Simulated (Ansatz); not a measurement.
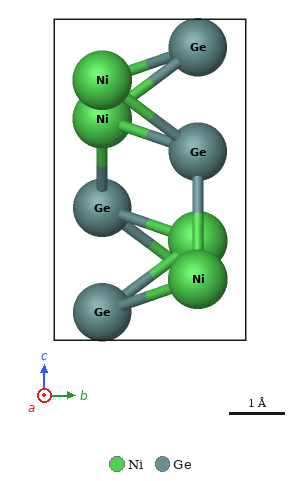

A crystal of NiGe (Pnma): the cell is strained along z alone, with the atoms kept at their fractional coordinates. x, y and z are the Cartesian axes of the input. The picture shows the reference cell. The picture is a ball-and-stick view of the cell of the calculation, seen along the a axis.

Level of theory: DFT PBE, scalar-relativistic, plane waves, PAW in Ansatz. (plane-wave cutoff 420 eV; k-point mesh 8 × 12 × 8; occupations gaussian; smearing width 0.15 eV; no spin polarisation). Energies (free energies at the smearing named) are counted from the relaxed crystal.

```
CELL_PARAMETERS angstrom
5.39666 0.00000 0.00000
0.00000 3.48088 0.00000
0.00000 0.00000 5.84608
ATOMIC_POSITIONS crystal
Ni 0.99428 0.75000 0.19018
Ni 0.00572 0.25000 0.80982
Ni 0.50572 0.25000 0.69018
Ni 0.49428 0.75000 0.30982
Ge 0.81033 0.75000 0.58743
Ge 0.18967 0.25000 0.41257
Ge 0.68967 0.25000 0.08743
Ge 0.31033 0.75000 0.91257
```

What energies does the calculation give (the strain: −0.040, −0.030, −0.020, 0.000, 0.010, 0.020, 0.030, 0.040)?

Answer.
| strain | ΔE (meV/atom) |
| --- | --- |
| −0.040 | 15.8 |
| −0.030 | 8.7 |
| −0.020 | 3.7 |
| 0.000 | 0.0 |
| 0.010 | 1.0 |
| 0.020 | 3.6 |
| 0.030 | 7.9 |
| 0.040 | 13.7 |

The lowest computed point lies at the strain 0.00 (0.0 meV/atom). At the ends of the scan the energy is 15.8 meV/atom (−0.04) and 13.7 meV/atom (0.04). The curvature at zero strain, (1/V) d²E/dε², is about 210 GPa; it is C₃₃ with clamped ions. The distortion keeps the space group Pnma. At the strain −0.04 the cell of the drawing goes c 5.846 → 5.612 Å.

As a plot:

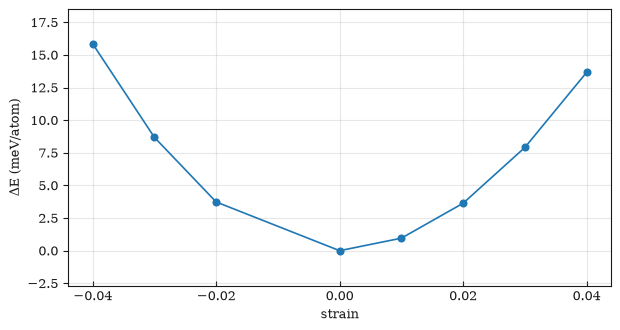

Limits of the set-up: an element that often carries a moment was run without spin polarisation.
